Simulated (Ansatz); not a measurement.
## Field-gradient calculation, with input and output: TiO2 (part 1 of 2)

System: TiO2 (Pbca, 24 atoms in the cell).
Method: DFT, PBE, plane waves, PAW, no spin polarisation (Ansatz 0.2.0).

The structure derives from an entry of the Crystallography Open Database. Figures and captions count atoms from 1; the log counts them from 0 in places.

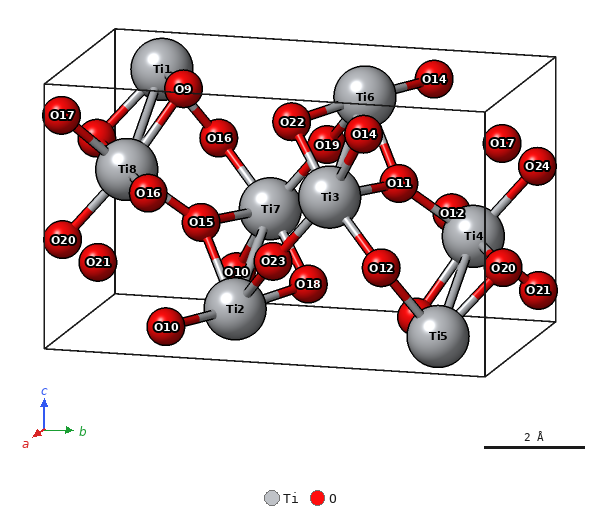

Figure 1. The structure as given in the input (ball-and-stick view of the cell of the calculation, seen slightly off an axis; atoms are numbered from 1 in the order of the input). Near neighbours in the crystal (not all of them lie inside the picture): Ti has 6 O at 1.92 to 1.99 Å and 3 Ti at 2.94 to 2.97 Å; O has 3 Ti at 1.92 to 1.99 Å.

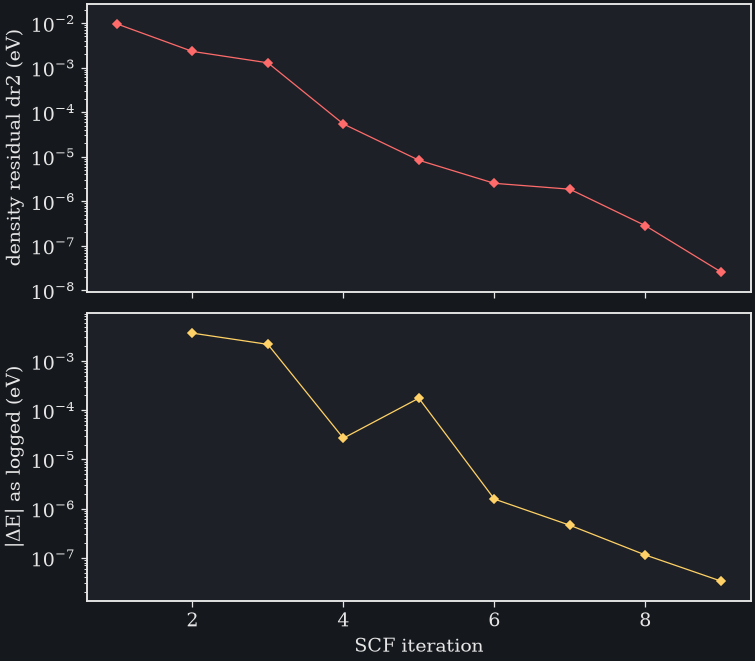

Figure 2. Convergence of the self-consistent field: density residual dr2 and size of the energy change against the SCF iteration. The residual falls at every step.

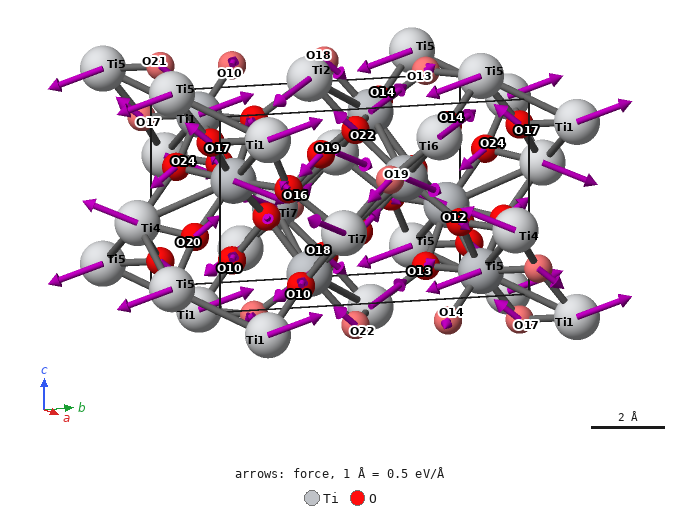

Figure 3. Forces on the atoms as pink arrows (ball-and-stick view of the cell of the calculation, seen slightly off an axis; neighbours outside the cell are drawn fainter; atoms are numbered from 1 in the order of the input). The largest act on all 8 Ti atoms (0.82 eV/Å); O17, O18, O19, O20, O21, O22 and 2 more (0.47 eV/Å). The geometry is not a stationary point of this energy.

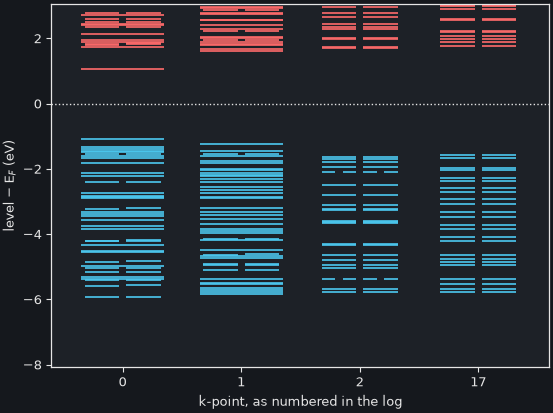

Figure 4. Kohn–Sham levels near the Fermi level (dotted) at the few k-points that the log prints; levels within 0.02 eV of each other stand side by side. Among these points the highest filled and lowest empty levels are 2.15 eV apart, which is the gap on the mesh.

The input that produced these results follows, with the program's output.

## Input file
```yaml
crystal:
  lattice:
    - [5.145, 0.0, 0.0]
    - [0.0, 9.185, 0.0]
    - [0.0, 0.0, 5.447]
  atoms:
    - { symbol: Ti, position: [0.127, 0.127, 0.887] }
    - { symbol: Ti, position: [0.627, 0.373, 0.113] }
    - { symbol: Ti, position: [0.873, 0.627, 0.613] }
    - { symbol: Ti, position: [0.373, 0.873, 0.387] }
    - { symbol: Ti, position: [0.873, 0.873, 0.113] }
    - { symbol: Ti, position: [0.373, 0.627, 0.887] }
    - { symbol: Ti, position: [0.127, 0.373, 0.387] }
    - { symbol: Ti, position: [0.627, 0.127, 0.613] }
    - { symbol: O, position: [0.465, 0.23, 0.895] }
    - { symbol: O, position: [0.965, 0.27, 0.105] }
    - { symbol: O, position: [0.535, 0.73, 0.605] }
    - { symbol: O, position: [0.035, 0.77, 0.395] }
    - { symbol: O, position: [0.535, 0.77, 0.105] }
    - { symbol: O, position: [0.035, 0.73, 0.895] }
    - { symbol: O, position: [0.465, 0.27, 0.395] }
    - { symbol: O, position: [0.965, 0.23, 0.605] }
    - { symbol: O, position: [0.82, 0.01, 0.845] }
    - { symbol: O, position: [0.32, 0.49, 0.155] }
    - { symbol: O, position: [0.18, 0.51, 0.655] }
    - { symbol: O, position: [0.68, 0.99, 0.345] }
    - { symbol: O, position: [0.18, 0.99, 0.155] }
    - { symbol: O, position: [0.68, 0.51, 0.845] }
    - { symbol: O, position: [0.82, 0.49, 0.345] }
    - { symbol: O, position: [0.32, 0.01, 0.655] }
kpoints:
  mp_grid: { grid: [5, 3, 4] }
scf:
  occupations: { method: fermi_dirac, width: 0.02 }
hamiltonian:
  xc: pbe
  pseudopotentials: { kind: paw }
output:
  forces: true
  stress: true
  populations: true
  efg:
    quadrupole_moments_barn: { Ti: 0.247, O: -0.02558 }
    contact_densities: true
basis:
  ecutrho_ratio: 6
```

Launched with:
```bash
ansatz run input.yaml --threads 1 --pin off --max-ram 3072MiB --backend cpu --events-out ev --progress --plain --runs-dir out
```

## What the program printed
```
Engine: ansatz 0.2.0, x86_64-unknown-linux-gnu
Pseudopotentials: kind: paw
Pseudopotential: Ti, paw, valence charge 12, recommended cutoff 420 eV (normal), Ti.paw.azcp
Pseudopotential: O, paw, valence charge 6, recommended cutoff 420 eV (normal), O.paw.azcp
Functional definition: PBE
  parameter kappa = 0.804
  parameter beta = 0.06672455060314922
  exchange = pbe_x(kappa = kappa, mu = beta*pi^2/3)
  correlation = pbe_c(beta = beta)
Crystal: 24 atoms, lattice volume = 257.408 Å³
Basis set: ecut = 420 eV, 5049 PW (Γ), exchange–correlation on 90×160×90 points (8 copies of the dense FFT grid, shifted against one another)
Bands: 120, of which v1, the nominal top of the filled ones, is band 96 counted from 1 (95 counted from 0)
Symmetry: 8 space group operations
Space group: Pbca (ITA 61), of the structure as read, at distance tolerance 6.4e-5 Å
k-points: 18 of 60
Non-local potential: Ti, projectors of the file, l = 0: 3, l = 1: 2, l = 2: 3, l = 3: 1
Non-local potential: O, projectors of the file, l = 0: 2, l = 1: 2, l = 2: 1
PAW form: soft (Blöchl's): semilocal exchange-correlation on the pseudo side does not see the compensation charge
PAW one-centre angular grid: Ti, 590 points (default); XC on 64 Gauss nodes
PAW one-centre angular grid: O, 110 points (default); XC on 64 Gauss nodes
Initial density: superposition of atomic densities (neutral atoms: chi_scale 0, normalization atom), corrected by the library's trained network
Initial wavefunctions: pseudopotential atomic-orbital guess
Functional: x = pbe(κ = 0.804, μ = 0.2195149727645171), c = pbe(β = 0.06672455060314922)
SCF iter   1: F=—  HF=-29109.212112 eV  |F-HF|=—  |Δ(HF+E_count)|=         —  Δρ=3.20e-3  dr2=9.57e-3  ethr=1.77e-3  ⟨swp⟩=5.0  Hψ=7961  notcnv=0  defer=50
preconditioner: auto → Resta (q_TF=auto, 2.598 Å⁻¹)  ε∞=8.5  [insulator: Δε(μ)=2.153 eV  Ē_g=9.542 eV  σ=0.020 eV  W_gap=1.00  n_scr=66 (ndim 8)  ℏωp=26.2 eV  f_vac=0.044  D(μ)=0.00/eV (n_scr^D=0)  ε∞_Penn≈8.5]
SCF iter   2: F=—  HF=-29109.215784 eV  |F-HF|=—  |Δ(HF+E_count)|=   3.67e-3  Δρ=1.71e-3  dr2=2.31e-3  ethr=4.98e-6  ⟨swp⟩=2.1  Hψ=3367  notcnv=0  defer=305
SCF iter   3: F=—  HF=-29109.217958 eV  |F-HF|=—  |Δ(HF+E_count)|=   2.17e-3  Δρ=7.02e-4  dr2=1.28e-3  ethr=1.20e-6  ⟨swp⟩=2.0  Hψ=3005  notcnv=0  defer=305
SCF iter   4: F=—  HF=-29109.217932 eV  |F-HF|=—  |Δ(HF+E_count)|=   2.69e-5  Δρ=1.52e-4  dr2=5.42e-5  ethr=6.65e-7  ⟨swp⟩=2.0  Hψ=2679  notcnv=0  defer=305
SCF iter   5: F=—  HF=-29109.218106 eV  |F-HF|=—  |Δ(HF+E_count)|=   1.75e-4  Δρ=5.45e-5  dr2=8.32e-6  ethr=2.82e-8  ⟨swp⟩=2.0  Hψ=3005  notcnv=0  defer=305
SCF iter   6: F=—  HF=-29109.218108 eV  |F-HF|=—  |Δ(HF+E_count)|=   1.56e-6  Δρ=3.13e-5  dr2=2.52e-6  ethr=4.34e-9  ⟨swp⟩=2.0  Hψ=3005  notcnv=0  defer=305
SCF iter   7: F=—  HF=-29109.218108 eV  |F-HF|=—  |Δ(HF+E_count)|=   4.58e-7  Δρ=2.68e-5  dr2=1.86e-6  ethr=1.31e-9  ⟨swp⟩=2.0  Hψ=3005  notcnv=0  defer=305
SCF iter   8: F=—  HF=-29109.218108 eV  |F-HF|=—  |Δ(HF+E_count)|=   1.14e-7  Δρ=1.01e-5  dr2=2.83e-7  ethr=9.70e-10  ⟨swp⟩=2.0  Hψ=2511  notcnv=0  defer=305
SCF iter   9: F=-29109.218108 eV  HF=-29109.218108 eV  |F-HF|=1.13e-8  |Δ(HF+E_count)|=   3.37e-8  Δρ=2.87e-6  dr2=2.60e-8  ethr=5.21e-11  ⟨swp⟩=9.2  Hψ=8508  notcnv=0
SCF 1 converged in 9 iterations: F = -29109.218108 eV  dr2 = 2.60e-8
  greatest PAW one-centre occupation: 0.999 electrons in one spin orbital (limit 2), on the Ti atom at site 7 (counted from 0), in its partial waves of l = 0
SCF converged after 9 iterations
Free energy (F): -29109.218108 eV
Harris-Foulkes:  -29109.218108 eV  (|F-HF|=1.13e-8)
Internal energy: -29109.218108 eV  (E = F + TS)
E sigma→0 (E₀):  -29109.218108 eV
Fermi energy:    9.321759 eV
--- Per-component energies (eV) ---
  E_band       = -1661.345066
  E_kinetic    = 4991.854251
  E_local      = -13105.587999  (includes V_loc(G=0)·N_el)
  E_nonlocal   = 786.259833
  E_hartree    = 5033.720743
  E_xc         = -1971.886088
  E_vxc        = -2497.415993  (∫ρ·V_xc dr)
  E_paw        = -10888.639904  (= ΣΔE_a)
  E_vpaw       = -1903.898017  (= ΣTr[D̂ρ^β])
  E_aug_tail   = 0.008828  (compensation charges beyond the density's cutoff)
  E_ewald      = -13954.947774
  E_smearing   = -0.000000  (= −TS)
  E_closure    = 0.000000  (closes the sum)
  Σ components = -29109.218108   (vs F -29109.218108, Δ=0.00e0)
--- Forces (eV/Å), atoms counted from 1 ---
  atom   1  Ti     0.34759183     0.68474207     0.29969815
  atom   2  Ti     0.34759183    -0.68474207    -0.29969815
  atom   3  Ti    -0.34759183     0.68474207    -0.29969815
  atom   4  Ti    -0.34759183    -0.68474207     0.29969815
  atom   5  Ti    -0.34759183    -0.68474207    -0.29969815
  atom   6  Ti    -0.34759183     0.68474207     0.29969815
  atom   7  Ti     0.34759183    -0.68474207     0.29969815
  atom   8  Ti     0.34759183     0.68474207    -0.29969815
  atom   9  O     -0.11644094    -0.09841214    -0.10387664
  atom  10  O     -0.11644094     0.09841214     0.10387664
  atom  11  O      0.11644094    -0.09841214     0.10387664
  atom  12  O      0.11644094     0.09841214    -0.10387664
  atom  13  O      0.11644094     0.09841214     0.10387664
  atom  14  O      0.11644094    -0.09841214    -0.10387664
  atom  15  O     -0.11644094     0.09841214    -0.10387664
  atom  16  O     -0.11644094    -0.09841214     0.10387664
  atom  17  O     -0.06810701    -0.36082992     0.29552643
  atom  18  O     -0.06810701     0.36082992    -0.29552643
  atom  19  O      0.06810701    -0.36082992    -0.29552643
  atom  20  O      0.06810701     0.36082992     0.29552643
  atom  21  O      0.06810701     0.36082992    -0.29552643
  atom  22  O      0.06810701    -0.36082992     0.29552643
  atom  23  O     -0.06810701     0.36082992     0.29552643
  atom  24  O     -0.06810701    -0.36082992    -0.29552643
  max |Σ_I F_I| component: 2.78e-16 eV/Å
--- Stress (GPa, compression-positive) ---
        7.280882       0.000000       0.000000
        0.000000       4.685726      -0.000000
        0.000000      -0.000000       4.193794
  P = ⅓ Tr σ = 5.3868 GPa (53.868 kbar)
```
